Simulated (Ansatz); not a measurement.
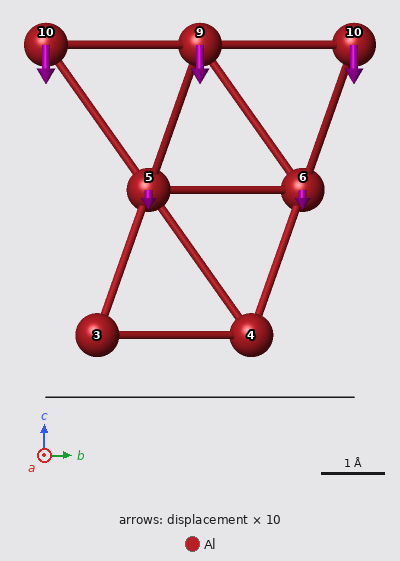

This is a constrained relaxation of a slab of composition Al (cut from the Fm-3m phase). The starting structure is drawn; purple arrows show the displacements, 10 times their true length.

Style: ball-and-stick. Shown: the cell of the calculation, outlined in the plane, without the vacuum, along the a axis.

Case: clean slab, lower half held. The slab is the (1 1 1) face of Al. 4 atoms are held fixed.

The calculation used DFT PBE, scalar-relativistic, plane waves, PAW in Ansatz 0.2.0. Set-up: plane-wave cutoff 420 eV; k-point mesh 6 × 6 × 1; occupations gaussian; smearing width 0.1 eV; no spin polarisation; dipole correction; atoms relaxed in a fixed cell; force threshold 0.03 eV/Å; at most 70 steps.

Question: Describe the change and its energy.

Answer: The largest moves, 0.064 Å, are those of Al atoms. The cell stays as it was. Among the contacts that change: Al–Al 2.857 → 2.831 Å. After 2 geometry steps the energy has fallen by 13.6 meV per cell of the calculation. The largest force component goes from 0.097 to 0.003 eV/Å. The run took 9.5 s on 4 threads of Arm Neoverse V2, on a shared host, peak memory 0.81 GiB.
